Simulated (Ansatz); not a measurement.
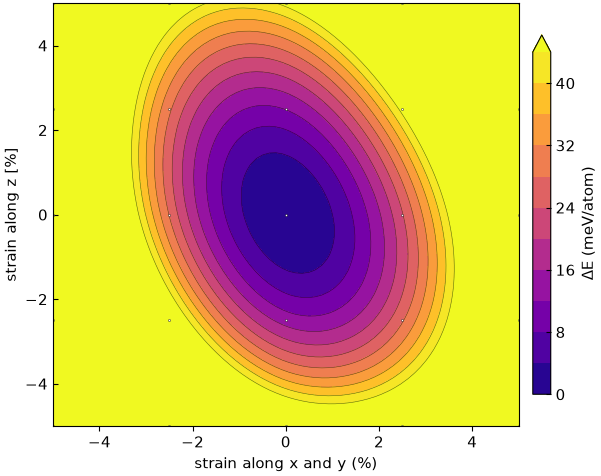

TaSi2 (P6_222, No. 180; 9 atoms in the cell). 
- The cell is strained homogeneously, by one strain along x and y and another along z, with fractional coordinates fixed (x along [1 0 0], z along [0 0 1] of the conventional cell).
- Coordinates scanned: (1) strain along x and y; (2) strain along z.
- The scan uses a 5 × 5 grid.
- Points are written as (first, second).
- All energies are given in meV/atom relative to the lowest grid point.
- These are results of DFT PBEsol, scalar-relativistic, plane waves, PAW (Ansatz 0.2.0), not measurements. Settings: cutoff 420 eV, k-mesh 12×12×6 in the order of the run's cell vectors, gaussian smearing 0.15 eV, no spin polarisation.

Drawn: filled contours, dots at the grid points, one colour for all values above the top of the scale. Between grid points the surface is interpolated.

Estimate the clamped-ion elastic constants that this map fixes.

Answer. With the cell volume of 128.7 Å³, the curvatures of the interpolated surface at its minimum give C₁₁ + C₂₂ + 2C₁₂ ≈ 920 GPa, C₃₃ ≈ 470 GPa and C₁₃ + C₂₃ ≈ 194 GPa (clamped ions, Cartesian axes of the cell). A stretch of 1 % along z with free sides (kept equal in x and y) would change the in-plane lengths by about −0.21 %.
